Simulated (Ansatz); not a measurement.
Run report: Ir, single-point calculation

The run: single-point calculation of Ir (slab, 4 atoms in the cell). Method and program: DFT PBE, scalar-relativistic, plane waves, PAW, PAW set soft_1, no spin polarisation (Ansatz 0.2.0).

The structure derives from an entry of the Crystallography Open Database. Figures and captions count atoms from 1; the log counts them from 0 in places.

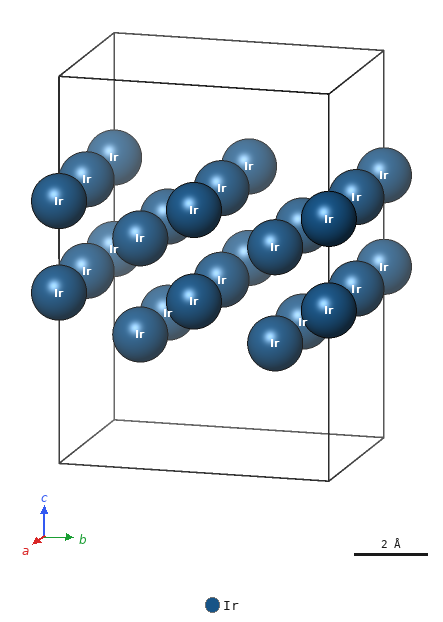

Figure 1. The structure (spheres-only view of the 2 × 2 repeat of the cell, with the vacuum cut short, seen slightly off an axis). An atom can appear more than once, as a periodic image.

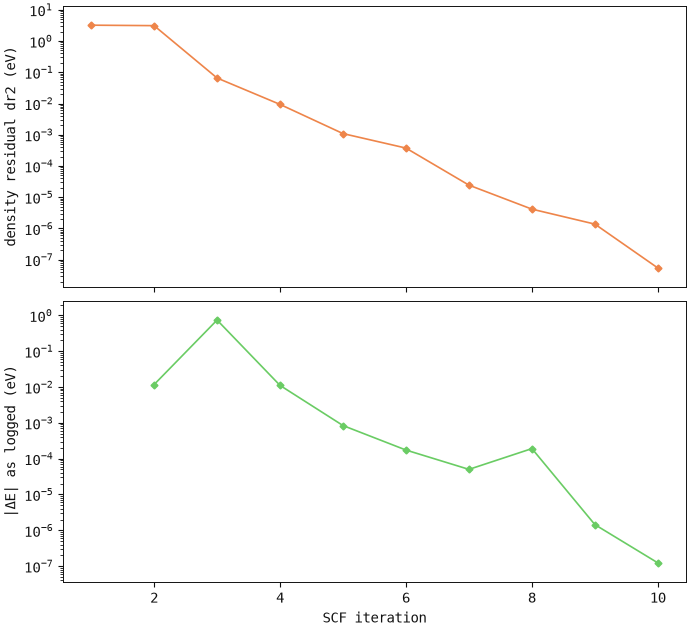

Figure 2. Convergence of the self-consistent field: density residual dr2 and size of the energy change against the SCF iteration. The residual falls at every step.

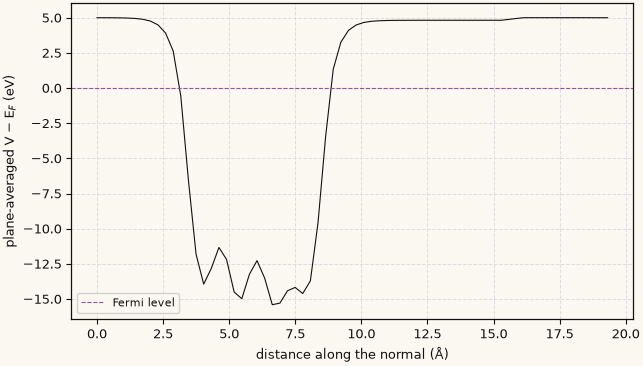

Figure 3. Plane average of the electrostatic potential energy of an electron across the cell, from the Fermi level. The vacuum level lies 4.82 eV above the Fermi level on the upper side and 5.01 eV on the lower.

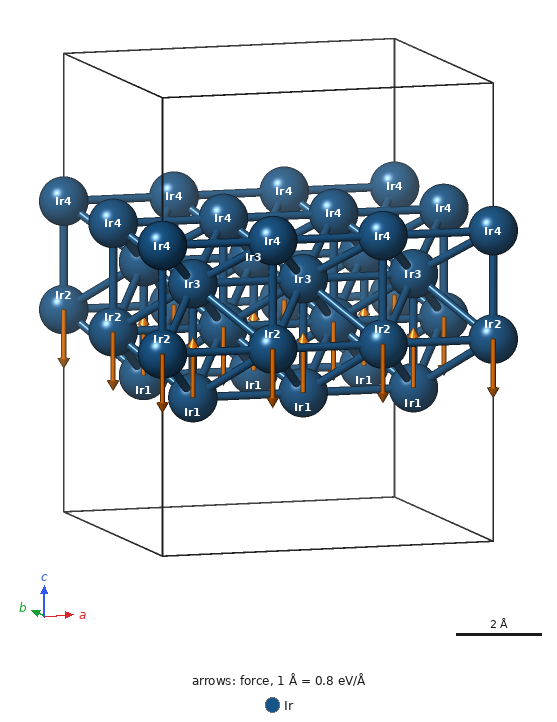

Figure 4. Forces on the atoms as orange arrows (ball-and-stick view of the 3 × 2 repeat of the cell, with the vacuum cut short, seen slightly off an axis; atoms are numbered from 1 in the order of the input); the smallest are left out. The largest act on Ir1 (1.17 eV/Å); Ir2 (1.14 eV/Å). The geometry is not a stationary point of this energy.

These pictures come from the run below.

### Input
```yaml
crystal:
  lattice:
    - [2.7367600872, 0.0, 0.0]
    - [0.0, 3.8703632323, 0.0]
    - [0.0, 0.0, 19.459943373]
  atoms:
    - { symbol: Ir, position: [0.5, 0.5, 0.205550444] }
    - { symbol: Ir, position: [0.0, 0.0, 0.2758682254] }
    - { symbol: Ir, position: [0.5, 0.5, 0.3454282605] }
    - { symbol: Ir, position: [0.0, 0.0, 0.4090424736] }
basis:
  ecutwfc: 420
kpoints:
  mp_grid: { grid: [10, 7, 1] }
hamiltonian:
  xc: pbe
  pseudopotentials: { kind: paw, azcp: { folder: soft_1 } }
scf:
  occupations: { method: gaussian, width: 0.1 }
output:
  forces: true
  eigenvalues: true
efield:
  axis: 3
  dipole_correction: true
  ramp_width: 0.04
```

Command:
```bash
ansatz run input.yaml --threads 2 --pin off --max-ram 6144MiB --backend cpu --events-out ev --progress --plain --runs-dir out
```

### Log
```
Engine: ansatz 0.2.0, aarch64-unknown-linux-gnu
Pseudopotentials: kind: paw
Pseudopotential: Ir, paw, valence charge 17, recommended cutoff 420 eV (normal), [file]
Functional definition: PBE
  parameter kappa = 0.804
  parameter beta = 0.06672455060314922
  exchange = pbe_x(kappa = kappa, mu = beta*pi^2/3)
  correlation = pbe_c(beta = beta)
Crystal: 4 atoms, lattice volume = 206.125 Å³
Basis set: ecut = 420 eV, 4053 PW (Γ), exchange–correlation on 40×54×270 points (8 copies of the dense FFT grid, shifted against one another)
Bands: 41, of which v1, the nominal top of the filled ones, is band 34 counted from 1 (33 counted from 0)
Symmetry: 4 space group operations
Space group: Pmm2 (ITA 25), of the structure as read, at distance tolerance 5.9e-5 Å
k-points: 24 of 70
Non-local potential: Ir, projectors of the file, l = 0: 3, l = 1: 2, l = 2: 2, l = 3: 1
PAW form: soft (Blöchl's): semilocal exchange-correlation on the pseudo side does not see the compensation charge
PAW one-centre angular grid: Ir, 590 points (default); XC on 64 Gauss nodes
Initial density: superposition of atomic densities (neutral atoms: chi_scale 0, normalization atom)
Initial wavefunctions: pseudopotential atomic-orbital guess
Functional: x = pbe(κ = 0.804, μ = 0.2195149727645171), c = pbe(β = 0.06672455060314922)
SCF iter   1: F=—  HF=-47743.970951 eV  |F-HF|=—  |Δ(HF+E_count)|=         —  Δρ=2.74e-2  dr2=3.22e0  ethr=3.10e-3  p=0.000 e·Å  D=8.89e-8 V/Å  ΔV_dip=-0.00 eV  dr2_dipole=6.46e-2  V_vac-E_F(+/−)=6.51/6.51 eV  ⟨swp⟩=8.5  Hψ=4651  notcnv=0
efield: sawtooth ramp at fractional position 0.7873 (placed from the atoms, in the widest stretch of the axis that holds none; the zero of the levels goes with the place), width 0.0400; the density the first Hamiltonian is built on has a dipole p = 0.000 e·Å; the dipole correction subtracts the counter field D = 8.89e-8 V/Å, which shifts the + side's vacuum level by -0.00 eV against the − side's; the planar-averaged density in the ramp window peaks in size at 3.6e-7 e/Å³
preconditioner: auto → LDOS  [metal: Δε(μ)=0.012 eV  Ē_g=5.788 eV  σ=0.100 eV  W_gap=0.07  n_scr=32 (ndim 8)  ℏωp=15.5 eV  f_vac=0.619  D(μ)=6.31/eV (n_scr^D=42)  β→1.0]
SCF iter   2: F=—  HF=-47743.959239 eV  |F-HF|=—  |Δ(HF+E_count)|=   1.17e-2  Δρ=2.79e-2  dr2=3.11e0  ethr=3.10e-3  p=0.014 e·Å  D=1.25e-2 V/Å  ΔV_dip=-0.24 eV  dr2_dipole=2.93e-3  V_vac-E_F(+/−)=4.86/5.10 eV  ⟨swp⟩=3.5  Hψ=2671  notcnv=0  defer=26
SCF iter   3: F=—  HF=-47743.218831 eV  |F-HF|=—  |Δ(HF+E_count)|=   7.40e-1  Δρ=3.63e-3  dr2=6.56e-2  ethr=3.10e-3  p=0.007 e·Å  D=6.37e-3 V/Å  ΔV_dip=-0.12 eV  dr2_dipole=4.65e-3  V_vac-E_F(+/−)=5.38/5.51 eV  ⟨swp⟩=2.8  Hψ=1839  notcnv=0  defer=26
SCF iter   4: F=—  HF=-47743.207688 eV  |F-HF|=—  |Δ(HF+E_count)|=   1.11e-2  Δρ=1.64e-3  dr2=9.37e-3  ethr=9.65e-5  p=0.011 e·Å  D=9.33e-3 V/Å  ΔV_dip=-0.18 eV  dr2_dipole=4.89e-6  V_vac-E_F(+/−)=5.01/5.19 eV  ⟨swp⟩=3.0  Hψ=1997  notcnv=0  defer=26
SCF iter   5: F=—  HF=-47743.206848 eV  |F-HF|=—  |Δ(HF+E_count)|=   8.40e-4  Δρ=6.18e-4  dr2=1.09e-3  ethr=1.38e-5  p=0.010 e·Å  D=8.81e-3 V/Å  ΔV_dip=-0.17 eV  dr2_dipole=3.55e-6  V_vac-E_F(+/−)=4.89/5.06 eV  ⟨swp⟩=2.0  Hψ=1426  notcnv=0  defer=26
SCF iter   6: F=—  HF=-47743.207022 eV  |F-HF|=—  |Δ(HF+E_count)|=   1.74e-4  Δρ=2.90e-4  dr2=3.75e-4  ethr=1.61e-6  p=0.011 e·Å  D=9.47e-3 V/Å  ΔV_dip=-0.18 eV  dr2_dipole=2.00e-7  V_vac-E_F(+/−)=4.84/5.03 eV  ⟨swp⟩=3.4  Hψ=1966  notcnv=0  defer=26
SCF iter   7: F=—  HF=-47743.206972 eV  |F-HF|=—  |Δ(HF+E_count)|=   5.02e-5  Δρ=8.53e-5  dr2=2.44e-5  ethr=5.52e-7  p=0.011 e·Å  D=9.26e-3 V/Å  ΔV_dip=-0.18 eV  dr2_dipole=4.00e-7  V_vac-E_F(+/−)=4.83/5.01 eV  ⟨swp⟩=2.0  Hψ=1389  notcnv=0  defer=26
SCF iter   8: F=—  HF=-47743.206781 eV  |F-HF|=—  |Δ(HF+E_count)|=   1.91e-4  Δρ=3.08e-5  dr2=4.16e-6  ethr=3.58e-8  p=0.011 e·Å  D=9.40e-3 V/Å  ΔV_dip=-0.18 eV  dr2_dipole=7.33e-9  V_vac-E_F(+/−)=4.82/5.00 eV  ⟨swp⟩=2.2  Hψ=1463  notcnv=0  defer=26
SCF iter   9: F=—  HF=-47743.206782 eV  |F-HF|=—  |Δ(HF+E_count)|=   1.44e-6  Δρ=1.32e-5  dr2=1.38e-6  ethr=6.11e-9  p=0.011 e·Å  D=9.42e-3 V/Å  ΔV_dip=-0.18 eV  dr2_dipole=9.87e-9  V_vac-E_F(+/−)=4.82/5.00 eV  ⟨swp⟩=2.3  Hψ=1385  notcnv=0  defer=26
SCF iter  10: F=-47743.206782 eV  HF=-47743.206782 eV  |F-HF|=4.97e-8  |Δ(HF+E_count)|=   1.23e-7  Δρ=4.37e-6  dr2=5.43e-8  ethr=1.47e-10  p=0.011 e·Å  D=9.44e-3 V/Å  ΔV_dip=-0.18 eV  dr2_dipole=4.36e-12  V_vac-E_F(+/−)=4.82/5.01 eV  ⟨swp⟩=12.5  Hψ=5307  notcnv=0
SCF 1 converged in 10 iterations: F = -47743.206782 eV  dr2 = 5.43e-8
  greatest PAW one-centre occupation: 1.000 electrons in one spin orbital (limit 2), on the Ir atom at site 2 (counted from 0), in its partial waves of l = 0
SCF converged after 10 iterations
Free energy (F): -47743.206782 eV
Harris-Foulkes:  -47743.206782 eV  (|F-HF|=4.97e-8)
Internal energy: -47743.170954 eV  (E = F + TS)
E sigma→0 (E₀):  -47743.188868 eV
Entropy (-TS):   -0.035828 eV (-8.957 meV/atom)
Fermi energy:    3.465338 eV
Dipole field:    D = 0.009442 V/Å  (p = 0.010755 e·Å, saw-weighted, corrected)
Work function:   Φ+ = 4.8216 eV   Φ− = 5.0053 eV
Levels:          The Fermi level and band energies are counted from a zero that moves with the ramp; work functions are not
--- Per-component energies (eV) ---
  E_band       = -1805.336716
  E_kinetic    = 2152.128503
  E_local      = -72864.793920  (includes V_loc(G=0)·N_el)
  E_nonlocal   = 761.326811
  E_hartree    = 35143.382710
  E_xc         = -914.378801
  E_vxc        = -1017.585942  (∫ρ·V_xc dr)
  E_paw        = -37061.109036  (= ΣΔE_a)
  E_vpaw       = -1123.201230  (= ΣTr[D̂ρ^β])
  E_aug_tail   = 0.001425  (compensation charges beyond the density's cutoff)
  E_efield     = 0.000051  (sawtooth field / dipole correction)
  E_vefield    = -0.020837  (∫n·V_field dr)
  E_ewald      = 25040.271304
  E_smearing   = -0.035828  (= −TS)
  E_closure    = 0.000000  (closes the sum)
  Σ components = -47743.206782   (vs F -47743.206782, Δ=0.00e0)
--- Forces (eV/Å), atoms counted from 1 ---
  atom   1  Ir     0.00000000     0.00000000     1.16715680
  atom   2  Ir     0.00000000     0.00000000    -1.13612193
  atom   3  Ir     0.00000000     0.00000000    -0.02958171
  atom   4  Ir     0.00000000     0.00000000    -0.00140513
  max |Σ_I F_I| component: 4.80e-5 eV/Å
--- Band table (eV; the first three rows and the last of 24) ---
  k-point 0: bands = ["-89.3590", "-89.3126", "-88.6360", "-88.4270", "-46.4000", "-46.1952", "-46.0701", "-46.0329", "-46.0256", "-45.8839", "-45.4299", "-45.3416", "-45.3140", "-45.1854", "-45.1515", "-45.1495", "-6.0804", "-3.4504", "-3.2901", "-2.1868", "-1.9318", "-0.7576", "-0.4666", "-0.3879", "0.1892", "0.3927", "0.5144", "0.9358", "1.6404", "1.8733", "1.8949", "2.2013", "2.8088", "3.0010", "3.3760", "3.8357", "4.0010", "4.0892", "4.8811", "7.2002", "7.5695"]
  k-point 1: bands = ["-89.3570", "-89.3143", "-88.6362", "-88.4270", "-46.4003", "-46.2137", "-46.0871", "-46.0245", "-45.9912", "-45.8892", "-45.4277", "-45.3462", "-45.3163", "-45.1833", "-45.1532", "-45.1506", "-5.8327", "-3.3884", "-3.3008", "-2.1732", "-2.1084", "-0.7472", "-0.3653", "-0.0611", "0.1956", "0.5445", "0.6810", "0.8042", "1.1409", "1.6967", "2.1244", "2.6221", "2.9483", "2.9687", "3.1373", "3.6886", "4.1011", "4.2880", "4.7168", "6.3424", "7.2305"]
  k-point 2: bands = ["-89.3517", "-89.3189", "-88.6366", "-88.4272", "-46.4026", "-46.2540", "-46.0764", "-46.0016", "-45.9646", "-45.9048", "-45.4212", "-45.3553", "-45.3216", "-45.1786", "-45.1575", "-45.1529", "-5.1577", "-3.5626", "-2.9997", "-2.5606", "-1.8462", "-0.5634", "-0.3979", "0.0048", "0.1886", "0.6320", "0.6687", "1.0913", "1.3011", "1.6743", "2.0348", "2.6545", "2.7338", "3.1972", "3.4480", "3.7012", "4.2800", "4.3701", "4.4507", "4.5721", "7.0908"]
  k-point 23: bands = ["-89.3254", "-89.3056", "-88.6173", "-88.4078", "-46.4487", "-46.4431", "-46.1455", "-46.1371", "-46.0478", "-46.0348", "-45.6355", "-45.4957", "-45.4005", "-45.3338", "-45.1568", "-45.1325", "-3.3025", "-3.1559", "-1.9771", "-1.6862", "-1.1110", "-1.0227", "-0.2863", "-0.2344", "0.2517", "0.3142", "0.4146", "0.7730", "2.3336", "2.4009", "2.8292", "2.8556", "4.0793", "4.0924", "4.3661", "4.4391", "5.4589", "5.4612", "9.3546", "9.4809", "9.9061"]
```

### Results in brief

| quantity | value |
| --- | --- |
| outcome | converged |
| electrons treated | 68 |
| free energy | −47743.2068 eV |
| work function, top face | 4.82 eV |
| work function, bottom face | 5.01 eV |
| Fermi energy | 3.465 eV |
| gap on the k-point mesh | none (metallic) |
| work function (upper face) | 4.82 eV |
| largest force (length of the vector) | 1.167 eV/Å |
| hardware | 2 threads of Arm Neoverse V2, 24 GiB of memory available, shared host |
| wall time | 8.6 s (CPU time 17 s) |
| peak memory | 0.45 GiB |

Spin–orbit coupling is left out, which matters for Ir.
